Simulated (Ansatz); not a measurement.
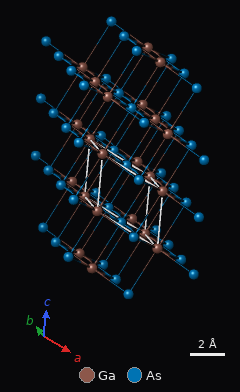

Crystalline GaAs (a generated structure, set up in I4/mmm) (coarse preliminary run), before the relaxation. A ball-and-stick model of the cell of the calculation, repeated 1 × 2 × 2 with one cell outlined, seen slightly off an axis.

All numbers below come from DFT PBE, scalar-relativistic, plane waves, PAW (Ansatz 0.2.0).

Input file:
```yaml
crystal:
  lattice:
    - [-2.28055135, 2.28055135, 2.70358858]
    - [2.28055135, -2.28055135, 2.70358858]
    - [2.28055135, 2.28055135, -2.70358858]
  atoms:
    - { symbol: Ga, position: [0.0, 0.0, 0.0] }
    - { symbol: As, position: [0.5, 0.5, 0.0] }
basis:
  ecutwfc: 420
kpoints:
  mp_grid: { grid: [6, 6, 6] }
hamiltonian:
  xc: pbe
scf:
  occupations: { method: gaussian, width: 0.1 }
  lower_state_search: "off"
output:
  forces: true
  stress: true
  eigenvalues: true
relax:
  adjacent_minimum: "off"
  f_tol: 0.04
  max_steps: 70
  cell: { stress_tol: 0.4 }
```

Run as
```bash
ansatz run input.yaml --threads 1 --pin off --max-ram 2048MiB --backend cpu --events-out ev --progress --plain --runs-dir out
```

**Predict the outcome.**

No atom moves by more than 0.005 Å relative to the cell. The volume changes by −30.4 %, with a = b = c 4.208 → 3.812 Å (−9.4 %), α 114.4° → 120.0°, β 114.4° → 120.0°, γ 100.1° → 90.0°. Some distances before and after: Ga1–As2 3.225 → 2.694 Å, Ga1–As2 (another image) 2.704 → 2.696 Å. The space group (tolerance 0.01 Å) goes from I4/mmm (No. 139) to Fm-3m (No. 225). The energy falls by 0.807 eV per cell of the calculation in 6 accepted moves (7 points after the start). All forces vanish by symmetry, so only the cell relaxes. The pressure goes from −8.84 to 0.06 GPa. The SCF was repeated once at an unchanged geometry on a basis and grid sized afresh for the cell, which shifted the energy by 2.0 meV per cell of the calculation at most. Cost: 13 s on 1 thread of Intel(R) Xeon(R) Platinum 8375C CPU @ 2.90GHz (Ice Lake), on a shared host, peak memory 0.38 GiB.

Final geometry:

```
Ga As
1.0
    -1.90506    1.90506    2.69639
     1.90506   -1.90506    2.69639
     1.90506    1.90506   -2.69639
Ga As
1 1
Direct
  0.00000 0.00000 0.00000
  0.50000 0.50000 0.00000
```

After the run, drawn alike:

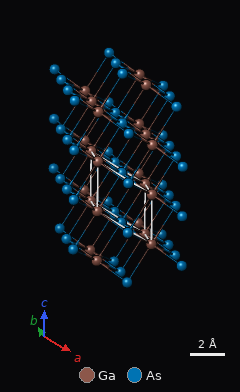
